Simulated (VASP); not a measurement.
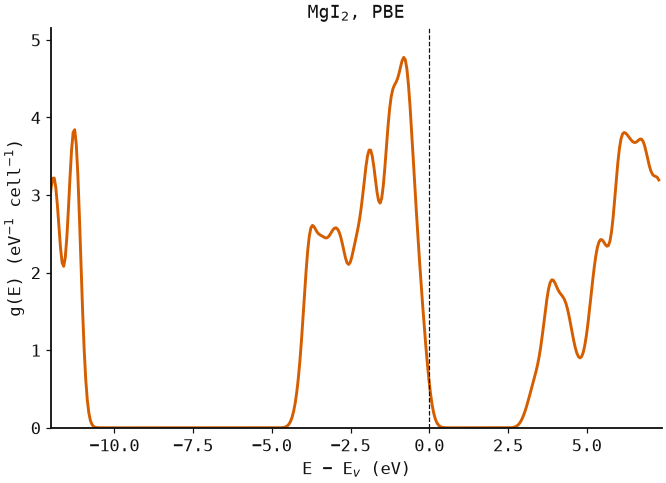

Describe the figure.

Density of states of MgI2, space group P1 (No. 1), 3 atoms in the cell, 1T (CdI2) bulk type, strained and displaced. Level of theory: DFT, PBE, plane waves, PAW, 6×6×4 k mesh; code VASP 6.6.1. Energies are counted from the top of the valence band. The curve is built from the levels of the k mesh with Gaussians 0.4 eV wide, which also blur the band edges.

There is a gap; over the k points computed it is 3.09 eV (indirect; the smallest direct gap is 3.34 eV). The upper group of valence states starts about 4.2 eV under the valence-band top, with a gap beneath it; it holds about 12 electrons a cell. Within the window shown, the tallest peak of the filled states lies 0.8 eV under the valence-band top, at about 4.8 states per eV and cell.

The atoms aren't at rest in this cell (largest force 0.8 eV/Å), so the relaxed material can differ. Spin-orbit coupling is left out, which matters for I.
